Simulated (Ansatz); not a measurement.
## SiC: single-point calculation (part 2 of 2)

Continued. System: SiC (P6₃mc, 64 atoms in the cell). Method: DFT PBE, scalar-relativistic, plane waves, PAW, no spin polarisation (Ansatz 0.2.0); cutoff 420 eV, 2×2×2 k-mesh, Gaussian smearing of 0.01 eV. The structure derives from a Materials Project entry. It belongs to a series of runs on one base structure; here: the perfect crystal in a cell of 64 atoms.

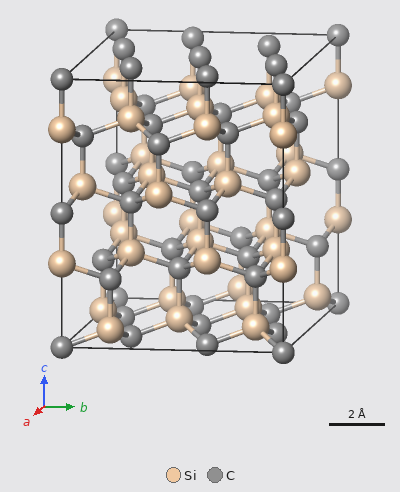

Fig. 1: The structure (ball-and-stick view of the cell of the calculation, seen slightly off an axis).

### Log, continued
```
--- Per-component energies (eV) ---
  E_band       = 880.992150
  E_kinetic    = 4318.123920
  E_local      = -3382.264418  (includes V_loc(G=0)·N_el)
  E_nonlocal   = 1652.966727
  E_hartree    = 1037.067806
  E_xc         = -3368.203671
  E_vxc        = -3489.589178  (∫ρ·V_xc dr)
  E_paw        = -19584.513182  (= ΣΔE_a)
  E_vpaw       = -292.381650  (= ΣTr[D̂ρ^β])
  E_aug_tail   = 0.000385  (compensation charges beyond the density's cutoff)
  E_ewald      = -9062.364773
  E_smearing   = -0.000000  (= −TS)
  E_closure    = -0.000000  (closes the sum)
  Σ components = -28389.187205   (vs F -28389.187205, Δ=0.00e0)
--- Forces (eV/Å), atoms counted from 1 ---
  atom   1  Si     0.00000000     0.00068585    -0.00255954
  atom   2  Si     0.00000000     0.00068585    -0.00255954
  atom   3  Si     0.00000000     0.00068585    -0.00255954
  atom   4  Si     0.00000000     0.00068585    -0.00255954
  atom   5  Si     0.00000000     0.00068585    -0.00255954
  atom   6  Si     0.00000000     0.00068585    -0.00255954
  atom   7  Si     0.00000000     0.00068585    -0.00255954
  atom   8  Si     0.00000000     0.00068585    -0.00255954
  atom   9  Si    -0.00000000    -0.00068585    -0.00255954
  atom  10  Si    -0.00000000    -0.00068585    -0.00255954
  atom  11  Si    -0.00000000    -0.00068585    -0.00255954
  atom  12  Si    -0.00000000    -0.00068585    -0.00255954
  atom  13  Si    -0.00000000    -0.00068585    -0.00255954
  atom  14  Si    -0.00000000    -0.00068585    -0.00255954
  atom  15  Si    -0.00000000    -0.00068585    -0.00255954
  atom  16  Si    -0.00000000    -0.00068585    -0.00255954
  atom  17  Si    -0.00000000    -0.00049689     0.00175609
  atom  18  Si    -0.00000000    -0.00049689     0.00175609
  atom  19  Si    -0.00000000    -0.00049689     0.00175609
  atom  20  Si    -0.00000000    -0.00049689     0.00175609
  atom  21  Si    -0.00000000    -0.00049689     0.00175609
  atom  22  Si    -0.00000000    -0.00049689     0.00175609
  atom  23  Si    -0.00000000    -0.00049689     0.00175609
  atom  24  Si    -0.00000000    -0.00049689     0.00175609
  atom  25  Si     0.00000000     0.00049689     0.00175609
  atom  26  Si     0.00000000     0.00049689     0.00175609
  atom  27  Si     0.00000000     0.00049689     0.00175609
  atom  28  Si     0.00000000     0.00049689     0.00175609
  atom  29  Si     0.00000000     0.00049689     0.00175609
  atom  30  Si     0.00000000     0.00049689     0.00175609
  atom  31  Si     0.00000000     0.00049689     0.00175609
  atom  32  Si     0.00000000     0.00049689     0.00175609
  atom  33  C      0.00000000     0.00058478     0.00075114
  atom  34  C      0.00000000     0.00058478     0.00075114
  atom  35  C      0.00000000     0.00058478     0.00075114
  atom  36  C      0.00000000     0.00058478     0.00075114
  atom  37  C      0.00000000     0.00058478     0.00075114
  atom  38  C      0.00000000     0.00058478     0.00075114
  atom  39  C      0.00000000     0.00058478     0.00075114
  atom  40  C      0.00000000     0.00058478     0.00075114
  atom  41  C     -0.00000000    -0.00058478     0.00075114
  atom  42  C     -0.00000000    -0.00058478     0.00075114
  atom  43  C     -0.00000000    -0.00058478     0.00075114
  atom  44  C     -0.00000000    -0.00058478     0.00075114
  atom  45  C     -0.00000000    -0.00058478     0.00075114
  atom  46  C     -0.00000000    -0.00058478     0.00075114
  atom  47  C     -0.00000000    -0.00058478     0.00075114
  atom  48  C     -0.00000000    -0.00058478     0.00075114
  atom  49  C     -0.00000000    -0.00029384     0.00004667
  atom  50  C     -0.00000000    -0.00029384     0.00004667
  atom  51  C     -0.00000000    -0.00029384     0.00004667
  atom  52  C     -0.00000000    -0.00029384     0.00004667
  atom  53  C     -0.00000000    -0.00029384     0.00004667
  atom  54  C     -0.00000000    -0.00029384     0.00004667
  atom  55  C     -0.00000000    -0.00029384     0.00004667
  atom  56  C     -0.00000000    -0.00029384     0.00004667
  atom  57  C      0.00000000     0.00029384     0.00004667
  atom  58  C      0.00000000     0.00029384     0.00004667
  atom  59  C      0.00000000     0.00029384     0.00004667
  atom  60  C      0.00000000     0.00029384     0.00004667
  atom  61  C      0.00000000     0.00029384     0.00004667
  atom  62  C      0.00000000     0.00029384     0.00004667
  atom  63  C      0.00000000     0.00029384     0.00004667
  atom  64  C      0.00000000     0.00029384     0.00004667
  max |Σ_I F_I| component: 9.03e-5 eV/Å
--- Stress (GPa, compression-positive) ---
       -0.002575       0.000000      -0.000000
        0.000000       0.039583       0.000000
        0.000000       0.000000      -0.021446
  P = ⅓ Tr σ = 0.0052 GPa (0.052 kbar)
--- Band table (eV) ---
  k-point 0: bands = ["-5.6597", "-5.0672", "-4.8759", "-4.8759", "-4.2988", "-4.2988", "-3.9397", "-3.6580", "-3.2097", "-3.2097", "-3.1290", "-2.9710", "-2.9710", "-2.8153", "-2.8153", "-2.5814", "-2.4848", "-2.4848", "-2.3713", "-2.3713", "-2.1707", "-1.9332", "-1.9332", "-1.6522", "-1.6522", "-1.6430", "-1.6430", "-1.1912", "-1.0637", "-1.0637", "-0.9351", "-0.9351", "1.3695", "1.3695", "1.5100", "1.7647", "1.7647", "1.7649", "2.0845", "2.0845",
      "2.0851", "2.0851", "2.1323", "2.1658", "2.1658", "2.2519", "2.2519", "2.6964", "2.6964", "2.7787", "3.0805", "3.0805", "3.3408", "3.3408", "3.6876", "3.6876", "3.7587", "3.9087", "4.1384", "4.3393", "4.3393", "4.3997", "4.3997", "4.4648", "4.4648", "4.6187", "4.6187", "5.0571", "5.0571", "5.2209", "5.2209", "5.2237", "5.2237", "5.3979", "5.3979", "5.5198", "5.5198", "5.5476", "5.5476", "5.8160",
      "5.8252", "5.8252", "5.9624", "5.9624", "6.3247", "6.3247", "6.3584", "6.4093", "6.4766", "6.4766", "6.5326", "6.5326", "6.8501", "6.9136", "6.9932", "6.9932", "7.0540", "7.0540", "7.0567", "7.2637", "7.3083", "7.3083", "7.3611", "7.3611", "7.4049", "7.4049", "7.4790", "7.4790", "7.6047", "7.6126", "7.6126", "7.7696", "7.7696", "7.7699", "7.8482", "8.0319", "8.1002", "8.1002", "8.1146", "8.2140",
      "8.2926", "8.4684", "8.4684", "8.6845", "8.7169", "8.7169", "8.9259", "9.1586", "12.1150", "12.2967", "12.5370", "12.5370", "12.9133", "12.9133", "13.1219", "13.1219", "13.1522", "13.1522", "13.4695", "13.4695", "13.5997", "13.5997", "13.6752", "14.2375", "14.2375", "14.2573", "14.2573", "14.4955", "14.5466", "14.5466", "14.5741", "14.6171", "14.6171", "14.8208", "14.9229", "15.2601", "15.2601", "15.2794", "15.2794", "15.4541",
      "15.8155", "15.8366", "15.8366", "15.9293", "15.9293", "15.9416", "15.9641", "15.9641", "16.0218", "16.0218", "16.1994", "16.4029", "16.4029", "16.4945", "16.4945", "16.5156", "16.6627", "16.6627", "16.6772", "16.6944", "16.7620", "16.7620", "16.8099", "16.9079", "17.0680", "17.0881", "17.1633", "17.1633", "17.2738", "17.2738", "17.3149", "17.3149"]
  k-point 1: bands = ["-5.7263", "-5.1327", "-4.6838", "-4.6838", "-4.1836", "-4.1113", "-4.1113", "-4.0025", "-3.6263", "-3.2725", "-3.2725", "-3.0341", "-3.0341", "-2.7741", "-2.7741", "-2.6390", "-2.5892", "-2.4167", "-2.1010", "-1.9015", "-1.9015", "-1.7841", "-1.7833", "-1.7833", "-1.5768", "-1.5298", "-1.4286", "-1.2943", "-1.2517", "-1.1630", "-1.0971", "-1.0971", "1.2099", "1.4541", "1.4904", "1.4944", "1.4944", "1.8426", "1.8635", "1.8635",
      "2.0824", "2.1739", "2.2044", "2.2044", "2.2865", "2.3639", "2.4283", "2.4283", "2.5756", "2.8534", "3.1677", "3.4676", "3.4733", "3.4733", "3.6067", "3.6366", "3.6366", "3.7266", "4.0119", "4.1932", "4.3271", "4.3271", "4.5067", "4.5067", "4.7003", "4.7453", "4.8465", "4.8734", "4.8734", "4.9464", "5.2704", "5.3922", "5.4398", "5.4398", "5.5919", "5.7223", "5.7595", "5.7833", "5.7833", "5.8259",
      "5.8259", "5.8990", "6.0500", "6.0500", "6.1821", "6.4190", "6.4834", "6.4834", "6.4995", "6.4995", "6.5564", "6.7258", "6.7664", "6.8017", "6.8017", "6.8082", "6.8998", "6.8998", "6.9463", "7.1824", "7.2235", "7.2599", "7.2599", "7.2805", "7.3940", "7.4315", "7.4315", "7.5390", "7.5808", "7.5808", "7.6480", "7.6480", "7.6667", "7.7416", "7.8367", "8.0075", "8.0373", "8.0373", "8.0582", "8.0582",
      "8.2728", "8.3456", "8.5043", "8.5554", "8.5554", "8.6773", "9.0328", "9.1271", "12.2240", "12.2240", "12.3907", "12.3907", "12.4358", "12.8149", "12.8715", "12.9984", "13.8109", "13.8109", "13.8930", "14.0322", "14.0322", "14.1223", "14.1223", "14.1909", "14.2248", "14.3059", "14.4308", "14.4308", "14.4730", "14.8047", "14.8047", "14.8183", "14.8853", "14.8853", "14.9114", "15.1478", "15.3758", "15.3758", "15.3893", "15.3955",
      "15.4343", "15.5476", "15.5931", "15.7129", "15.7615", "15.7852", "15.7852", "15.9995", "15.9995", "16.1336", "16.2322", "16.3150", "16.3275", "16.4122", "16.4122", "16.4903", "16.4903", "16.5309", "16.5385", "16.6783", "16.7242", "16.9116", "16.9116", "16.9549", "16.9769", "16.9769", "16.9797", "17.0029", "17.2198", "17.2325", "17.3164", "17.3164"]
```

### Results in brief

| quantity | value |
| --- | --- |
| outcome | converged |
| space group (tolerance 0.01 Å) | P6₃mc (186) |
| electrons treated | 256 |
| free energy | −28389.1872 eV |
| Fermi energy | 10.637 eV |
| gap on the k-point mesh | 2.96 eV |
| pressure | 0.01 GPa |
| largest force (length of the vector) | 0.003 eV/Å |
| hardware | 8 threads of Intel Xeon @ 2.50GHz (Skylake/Cascade Lake), 64 GiB of memory available, shared host |
| wall time | 7.2 s (CPU time 48 s) |
| peak memory | 1.6 GiB |
